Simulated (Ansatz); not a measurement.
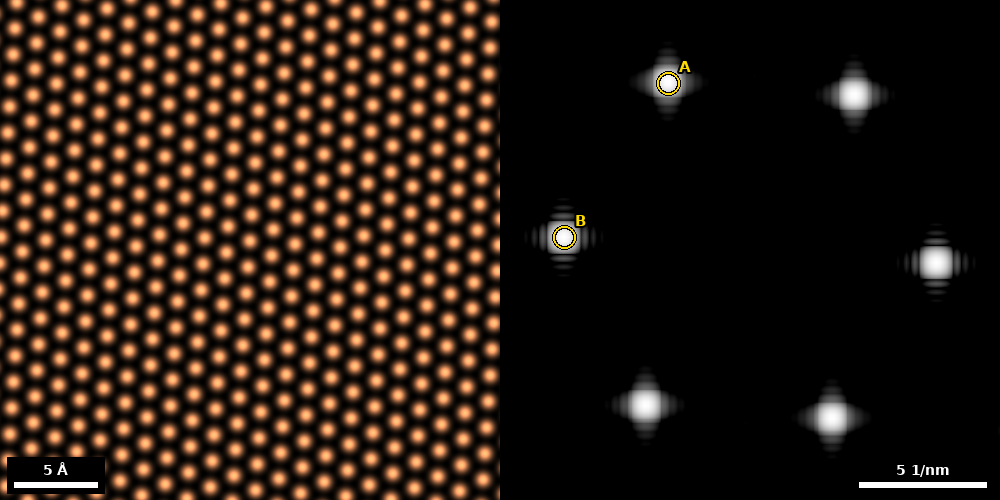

Integrated-DPC-like image of V (Fm-3m, No. 225) along [111]. Simulated as the projected potential of neutral atoms (B = 0.3 Å²) blurred by a 0.57 Å probe, the thin-sample limit of integrated differential phase contrast. Atomic positions: the geometry given to an electronic-structure calculation, possibly off equilibrium; the starting structure was generated, so it need not be a known form of this composition.

The right panel is the modulus of the image's Fourier transform on a logarithmic scale.

a = 3.841 Å, b = 3.841 Å, c = 3.841 Å, α = 90.00°, β = 90.00°, γ = 90.00°

**Index the marked spots and give their plane spacings (the zone axis points at the viewer; indices equivalent by symmetry, or all signs reversed, are as good).**

A: (0 2 -2), d = 1.36 Å; B: (-2 2 0), d = 1.36 Å. A and B enclose 60°, and every spot obeys the zone law hu + kv + lw = 0 for [111].
